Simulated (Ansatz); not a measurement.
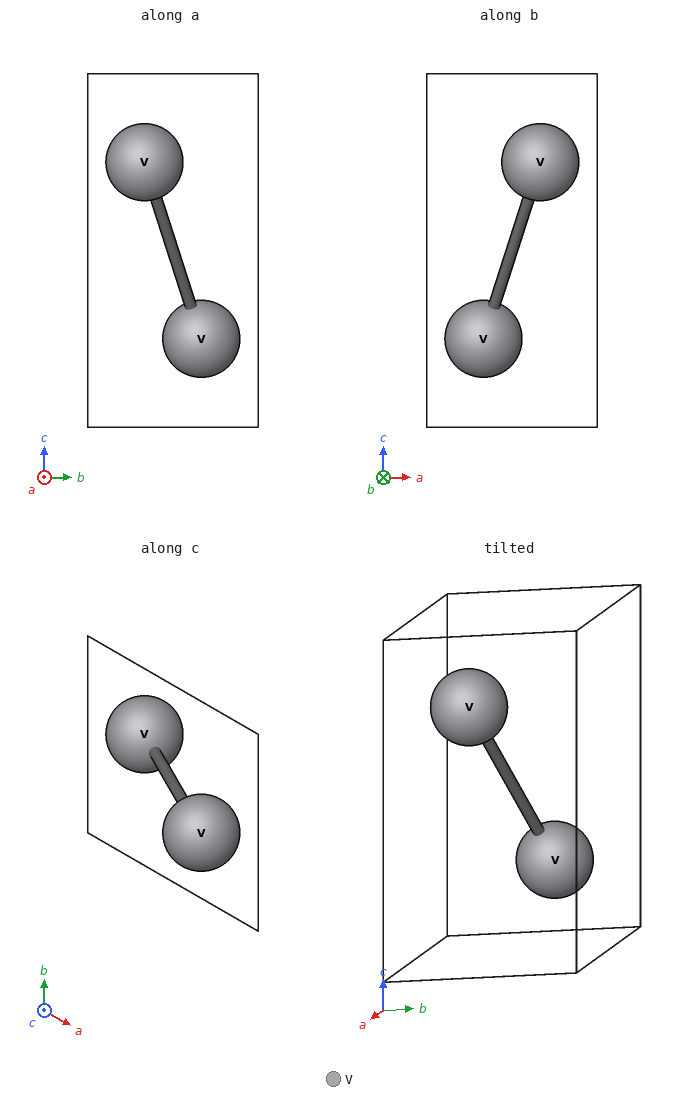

An orthographic ball-and-stick view of the structure, along the a axis, along the b axis, along the c axis and slightly off an axis. The outline marks the conventional unit cell.

Lattice parameters: a = 2.633 Å, b = 2.633 Å, c = 4.723 Å, α = 90.00°, β = 90.00°, γ = 120.00°. Put a along x and b in the xy plane.

### From the views, write a POSCAR file.

```
V
1.0
     2.633    0.000    0.000
    -1.317    2.280    0.000
     0.000    0.000    4.723
V
2
Direct
  0.3333 0.6667 0.2500
  0.6667 0.3333 0.7500
```

Its origin is a structure type filled with this element by a generator (whether the element takes this form wasn't checked). Earlier steps of the study may have refined or changed the cell and positions. It went into a calculation with Ansatz.

At this level of theory the cell isn't at rest (stretched, at -7 GPa), so its distances can differ from those at equilibrium, the more so the softer the solid.
